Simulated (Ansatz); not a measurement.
# Molecular dynamics of Mg13O12 (part 4 of 4)

The same run, continued: Mg13O12 (slab, 25 atoms in the cell); DFT PBE, scalar-relativistic, plane waves, PAW, PAW set soft_1, no spin polarisation (Ansatz 0.2.0); cutoff 420 eV, 2×2×1 k-mesh, Fermi–Dirac smearing of 0.05 eV. The structure derives from an entry of the Crystallography Open Database. The input holds or restrains some coordinates. It belongs to a series of runs on one base structure; here: dynamics from the start.

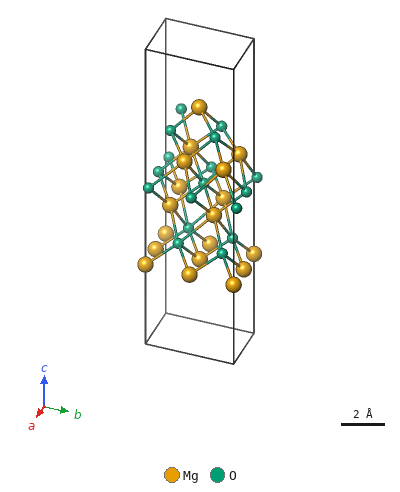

Figure 1. The geometry at step 108 of the log (ball-and-stick view of the cell of the calculation, with the vacuum cut short, seen slightly off an axis).

**Trajectory as extended XYZ, continued**
```
25
Lattice="5.4461 0.0000 0.0000 2.7231 4.7165 0.0000 0.0000 0.0000 17.5584" Properties=species:S:1:pos:R:3:forces:R:3 step=87 time_fs=130.5 energy=-31832.57462 temperature=580.4
Mg    0.0000    0.0000    1.0000   -0.2746   0.0116  -1.5209
O     4.0846    3.9304    2.1117   -0.0248   0.3542   1.9544
Mg    1.3615    2.3582    1.0000   -0.1009   0.2756  -1.4835
O     2.7231    1.5722    2.1117    0.8190   0.4920   1.2832
Mg    2.7231    0.0000    1.0000    0.3539  -0.0643  -1.6804
O     6.8077    3.9304    2.1117   -0.1792   0.4057   1.4610
Mg    4.0846    2.3582    1.0000    0.0447  -0.0673  -1.4056
O     5.4461    1.5722    2.1117   -0.0809   0.3065   1.3049
Mg    5.3713    3.4510    3.6087    1.6552  -1.6836  -0.0164
O     1.2880    2.4957    4.6755    0.2777  -0.1741   0.1330
Mg    4.2013    1.0943    3.6509   -1.0654  -1.7198  -0.8208
O     5.4635    0.1613    4.7268    0.2638  -0.2131   0.0542
Mg    2.6714    3.3471    3.5768   -0.6874  -0.6144   0.1234
O     4.0304    2.5763    4.7715   -0.0060   0.0821   0.3008
Mg    1.4557    0.8875    3.3435   -1.4430   0.9323   2.5396
O     2.7433    0.1744    4.8280   -0.0808   0.5986  -0.1131
Mg    2.6275    1.6790    6.1760   -0.7456   0.0890   0.0068
O     4.0381    0.8924    7.4308   -0.4066   0.6286  -0.8537
Mg    4.0608    4.0089    6.2218   -0.8215   1.3871  -0.1979
O     5.4034    3.2077    7.4125    0.3931   0.8516  -1.5736
Mg    5.3640    1.6598    6.0032    0.2997   0.6457   0.3422
O     1.0507    1.0364    7.3958    1.6419  -1.2361  -0.2636
Mg    6.7137    4.0830    6.3904    1.0384  -1.0976  -0.2676
O     2.6742    3.1822    7.4342   -0.4475   0.8416  -1.3115
Mg    4.0861    2.5023    8.3738   -0.4231  -1.0319   2.0052
25
Lattice="5.4461 0.0000 0.0000 2.7231 4.7165 0.0000 0.0000 0.0000 17.5584" Properties=species:S:1:pos:R:3:forces:R:3 step=94 time_fs=141.0 energy=-31832.61637 temperature=599.2
Mg    0.0000    0.0000    1.0000   -0.1625  -0.0045  -1.6018
O     4.0846    3.9304    2.1117   -0.1397   0.3238   1.8811
Mg    1.3615    2.3582    1.0000   -0.0841   0.1451  -1.5546
O     2.7231    1.5722    2.1117    0.2342   0.2145   1.8673
Mg    2.7231    0.0000    1.0000    0.2121  -0.0082  -1.7027
O     6.8077    3.9304    2.1117   -0.3323   0.5319   1.4464
Mg    4.0846    2.3582    1.0000    0.0248   0.0097  -1.4964
O     5.4461    1.5722    2.1117   -0.1246   0.3651   1.2270
Mg    5.3843    3.4303    3.5719    0.2212  -1.1620   0.7396
O     1.2231    2.5149    4.6569    1.0291  -0.8863   0.3550
Mg    4.1659    1.0664    3.5830   -0.8780  -0.7817   0.9739
O     5.4751    0.1904    4.7478   -0.1993  -0.4739  -0.6341
Mg    2.5670    3.3061    3.5690    1.2309  -0.0600   0.8399
O     4.0095    2.6011    4.8533   -0.2919  -0.7203  -1.7905
Mg    1.3708    0.8574    3.4068   -0.3467   0.8047   1.9846
O     2.7884    0.1197    4.9304   -0.7159   0.9124  -1.6760
Mg    2.6044    1.6755    6.1254    0.0174  -0.0798   0.2147
O     4.0470    0.8822    7.3651   -0.2598   0.7143  -0.0717
Mg    4.0913    4.0352    6.2622   -1.0311   1.7668  -0.8142
O     5.4141    3.2668    7.3691   -0.2772  -0.2514   0.4448
Mg    5.3688    1.7542    6.0481   -0.2777  -0.5616  -0.2241
O     0.9966    1.0550    7.4740    1.7453  -1.0346  -0.5369
Mg    6.7606    4.0356    6.3613    1.2360   0.0318  -0.3915
O     2.7637    3.1672    7.3162   -1.1887   0.5870   0.0227
Mg    4.0765    2.4480    8.3992    0.3585  -0.3826   0.4978
25
Lattice="5.4461 0.0000 0.0000 2.7231 4.7165 0.0000 0.0000 0.0000 17.5584" Properties=species:S:1:pos:R:3:forces:R:3 step=101 time_fs=151.5 energy=-31832.71860 temperature=645.9
Mg    0.0000    0.0000    1.0000    0.0164  -0.0146  -1.3863
O     4.0846    3.9304    2.1117   -0.1388   0.3337   1.8071
Mg    1.3615    2.3582    1.0000   -0.0244  -0.0199  -1.3981
O     2.7231    1.5722    2.1117   -0.1980   0.1266   1.9887
Mg    2.7231    0.0000    1.0000   -0.0052   0.0498  -1.4330
O     6.8077    3.9304    2.1117   -0.3570   0.4644   1.7007
Mg    4.0846    2.3582    1.0000   -0.0165   0.0869  -1.3380
O     5.4461    1.5722    2.1117   -0.1568   0.3263   1.5277
Mg    5.4069    3.3599    3.5624   -1.1779  -0.3203   0.3619
O     1.2199    2.4809    4.6660    0.6626  -0.5463   1.0405
Mg    4.0924    1.0028    3.5504   -0.5505  -0.2332   0.9895
O     5.4698    0.1876    4.7373   -1.2544  -0.7577   0.2980
Mg    2.5144    3.2619    3.5916    2.5206   0.3442   0.0504
O     3.9740    2.5841    4.8296    0.2243  -0.5429  -1.7354
Mg    1.2731    0.8603    3.5499    1.3276   0.1210  -0.3015
O     2.7892    0.1201    4.9298   -0.8124   0.2191  -1.9556
Mg    2.5821    1.6692    6.0840    0.8439  -0.0814   0.4719
O     4.0386    0.9148    7.2916   -0.0935  -0.0026   0.1558
Mg    4.0806    4.1333    6.2680   -0.2729   0.6278  -0.9681
O     5.4121    3.3150    7.3458   -0.2522  -0.5436   1.0180
Mg    5.3623    1.8264    6.0846   -0.6113  -1.1672  -0.2474
O     1.0546    1.0086    7.5154    1.1118  -0.1785  -0.9982
Mg    6.8526    3.9911    6.3151   -0.7163   1.5632  -0.4270
O     2.7838    3.1860    7.2033   -0.1468  -0.5167   1.9079
Mg    4.0781    2.3779    8.4468    0.0775   0.6618  -1.1294
25
Lattice="5.4461 0.0000 0.0000 2.7231 4.7165 0.0000 0.0000 0.0000 17.5584" Properties=species:S:1:pos:R:3:forces:R:3 step=108 time_fs=162.0 energy=-31833.06946 temperature=804.7
Mg    0.0000    0.0000    1.0000    0.0889   0.0080  -1.0424
O     4.0846    3.9304    2.1117   -0.1830   0.3007   1.5852
Mg    1.3615    2.3582    1.0000    0.0147  -0.0882  -1.0843
O     2.7231    1.5722    2.1117   -0.3784   0.1814   1.6492
Mg    2.7231    0.0000    1.0000   -0.1036   0.0628  -1.1057
O     6.8077    3.9304    2.1117   -0.2834   0.2230   1.9143
Mg    4.0846    2.3582    1.0000   -0.0348   0.0761  -1.0815
O     5.4461    1.5722    2.1117   -0.1231   0.2017   1.7960
Mg    5.3856    3.2732    3.5681   -0.6446   0.0156  -0.2790
O     1.2582    2.4183    4.7377   -0.1726   0.9349   0.6732
Mg    3.9970    0.9275    3.5569    0.3535  -0.0843  -0.2039
O     5.3881    0.1368    4.7443   -0.9606  -0.5211   0.7820
Mg    2.5618    3.2314    3.6157    1.1686   0.4088  -1.0411
O     3.9546    2.5310    4.6997    0.9481  -0.3214   0.0387
Mg    1.2281    0.8688    3.6814    1.4526  -0.5194  -2.1548
O     2.7355    0.1344    4.8084   -0.9108  -0.6374  -0.5372
Mg    2.5946    1.6605    6.0636    1.0640   0.2148   0.7741
O     4.0238    0.9472    7.2261    0.0673  -0.7271   0.0008
Mg    4.0565    4.2540    6.2351    0.1742  -1.7177  -0.2736
O     5.3951    3.3306    7.3809    0.1634  -0.1545  -0.0467
Mg    5.3318    1.8512    6.1114   -0.1984  -0.8009  -0.0172
O     1.1857    0.9521    7.4941    0.3069   0.9731  -0.8188
Mg    6.9165    4.0080    6.2527   -1.9478   1.1900   0.2710
O     2.7910    3.1795    7.2029    0.2837  -0.1372   1.3794
Mg    4.0836    2.3339    8.4509   -0.1449   0.9183  -1.1777
25
Lattice="5.4461 0.0000 0.0000 2.7231 4.7165 0.0000 0.0000 0.0000 17.5584" Properties=species:S:1:pos:R:3:forces:R:3 step=116 time_fs=174.0 energy=-31832.67271 temperature=625.2
Mg    0.0000    0.0000    1.0000    0.0796   0.0486  -0.9870
O     4.0846    3.9304    2.1117   -0.3232   0.2533   1.4482
Mg    1.3615    2.3582    1.0000    0.0241  -0.0871  -0.9877
O     2.7231    1.5722    2.1117   -0.4930   0.2672   1.3497
Mg    2.7231    0.0000    1.0000   -0.1228   0.0433  -1.0550
O     6.8077    3.9304    2.1117   -0.1903   0.0247   1.8679
Mg    4.0846    2.3582    1.0000   -0.0308   0.0153  -1.0977
O     5.4461    1.5722    2.1117   -0.0200   0.0309   1.8605
Mg    5.3368    3.1764    3.5571    1.3683   0.4753  -1.0182
O     1.2895    2.4120    4.8623   -0.4890   0.7319  -0.9488
Mg    3.9113    0.8357    3.5503    1.4467  -0.2155  -1.1896
O     5.2416    0.0485    4.7973    1.7332   0.7808  -0.8533
Mg    2.6682    3.2185    3.5891   -1.2084   0.3020  -1.1789
O     4.0006    2.4399    4.5664    0.1485  -0.5179   2.2540
Mg    1.2373    0.8574    3.7231   -1.1268   0.3185  -2.2620
O     2.6070    0.0985    4.6418    0.1194  -1.1502   1.9420
Mg    2.6593    1.6639    6.0771    0.0442   0.7472   0.0665
O     4.0153    0.9316    7.1585    0.4721  -0.3206   0.7985
Mg    4.0354    4.3026    6.1820   -0.0184  -2.5780   0.2051
O     5.3888    3.3351    7.4162    0.3464   0.0158  -0.8451
Mg    5.2932    1.8389    6.1387    1.2460  -0.2021  -0.3151
O     1.3567    0.9638    7.4103   -0.7065   1.1552   0.0080
Mg    6.8930    4.0757    6.2019   -1.5135  -1.5776   1.5134
O     2.8089    3.1715    7.3007   -0.7374   1.1575  -0.4656
Mg    4.0832    2.3281    8.3986   -0.0483   0.2817  -0.1096
25
Lattice="5.4461 0.0000 0.0000 2.7231 4.7165 0.0000 0.0000 0.0000 17.5584" Properties=species:S:1:pos:R:3:forces:R:3 step=123 time_fs=184.5 energy=-31832.79467 temperature=680.0
Mg    0.0000    0.0000    1.0000    0.0839   0.0624  -1.3459
O     4.0846    3.9304    2.1117   -0.3564   0.1722   1.2962
Mg    1.3615    2.3582    1.0000    0.0445  -0.0876  -1.3076
O     2.7231    1.5722    2.1117   -0.5291   0.2800   1.3116
Mg    2.7231    0.0000    1.0000   -0.1616   0.0349  -1.3539
O     6.8077    3.9304    2.1117   -0.1621  -0.1190   1.6706
Mg    4.0846    2.3582    1.0000   -0.0375  -0.0148  -1.4128
O     5.4461    1.5722    2.1117   -0.0288  -0.0755   1.6970
Mg    5.3459    3.1117    3.5075    1.0764   0.6286  -0.0260
O     1.2870    2.4569    4.9117    0.0356  -0.3356  -1.9670
Mg    3.8956    0.7468    3.4991    0.7707   0.0165   0.2644
O     5.2147    0.0148    4.7966    1.8279   0.5785  -1.0817
Mg    2.7184    3.2187    3.5171   -0.8877  -0.4427   0.4980
O     4.0523    2.3300    4.5860   -1.1030   0.2348   1.1155
Mg    1.2088    0.8573    3.6589   -0.6970   0.5749  -0.7927
O     2.5001   -0.0042    4.6103    1.2743   0.0216   1.2746
Mg    2.7217    1.6993    6.0914   -0.5864   0.7325  -1.1667
O     4.0383    0.8978    7.1530    0.5078   0.7508   1.3733
Mg    4.0170    4.2336    6.1441   -0.1339  -0.9166   0.4884
O     5.4032    3.3379    7.3943   -0.2975  -0.2084  -0.5080
Mg    5.3121    1.8145    6.1479    1.7838  -0.4993  -0.7873
O     1.4589    1.0476    7.3332   -1.5033  -0.2700   0.4345
Mg    6.8033    4.0741    6.2175   -0.4289  -1.9873   0.5068
O     2.7815    3.2348    7.3657   -0.5820   0.7658  -0.8305
Mg    4.0805    2.3393    8.3446    0.0904   0.1033   0.6490
25
Lattice="5.4461 0.0000 0.0000 2.7231 4.7165 0.0000 0.0000 0.0000 17.5584" Properties=species:S:1:pos:R:3:forces:R:3 step=130 time_fs=195.0 energy=-31832.84553 temperature=703.2
Mg    0.0000    0.0000    1.0000    0.0950   0.0285  -1.7292
O     4.0846    3.9304    2.1117   -0.2403   0.0782   1.1666
Mg    1.3615    2.3582    1.0000    0.0916  -0.0796  -1.7170
O     2.7231    1.5722    2.1117   -0.4573   0.1631   1.3720
Mg    2.7231    0.0000    1.0000   -0.2088   0.0430  -1.6511
O     6.8077    3.9304    2.1117   -0.1456  -0.3529   1.3197
Mg    4.0846    2.3582    1.0000   -0.0607  -0.0185  -1.6733
O     5.4461    1.5722    2.1117   -0.2737  -0.0433   1.2887
Mg    5.3970    3.0749    3.4583   -0.6217   0.7730   1.3597
O     1.2866    2.4836    4.8368    0.5533  -0.7369  -1.7461
Mg    3.9136    0.6613    3.4595   -0.0344   0.9078   1.7775
O     5.3005    0.0172    4.7289    0.2824  -0.1079  -0.2807
Mg    2.7308    3.2013    3.4643   -0.1277  -0.8124   1.5863
O     4.0416    2.2360    4.6755   -0.4620   1.1203  -0.9292
Mg    1.1564    0.8762    3.5615    1.5881  -0.7139   1.0218
O     2.4714   -0.1047    4.6579    1.2797   1.3859  -0.4367
Mg    2.7608    1.7613    6.0615   -0.7043  -0.6117  -0.6723
O     4.0909    0.9018    7.2250   -0.1400   0.0395  -0.1571
Mg    3.9939    4.1236    6.1250    0.0947   0.6383   0.1306
O     5.3950    3.3251    7.3424   -1.3192  -0.6743   0.3996
Mg    5.4025    1.7670    6.1251    0.5843  -1.0869  -0.6797
O     1.4689    1.1187    7.2825   -0.9987  -0.9507   0.4251
Mg    6.6970    3.9990    6.2553    1.2089   0.7844  -0.7185
O     2.7196    3.3432    7.3803    0.2765  -0.6253  -0.3612
Mg    4.0798    2.3590    8.3170   -0.2602   0.8522   0.9044
```

**Key numbers**

```tsv
quantity	value
outcome	finished
mean temperature over the second half	679 K
trajectory	130 steps, 195 fs
ensemble	nve
temperature in the input	1400.0 K
time step	1.5 fs
electrons treated	202
potential energy (free energy of the electrons) (last step)	−31832.8455 eV
Fermi energy (last step)	2.903 eV
largest force (length of the vector) (last step), held atoms and coordinates included	2.019 eV/Å
wall time	15 min (CPU time 28 min)
peak memory	1.1 GiB
```

The k-point mesh is coarse for a cell of this size, so the results may not be converged. So short a trajectory is not equilibrated.
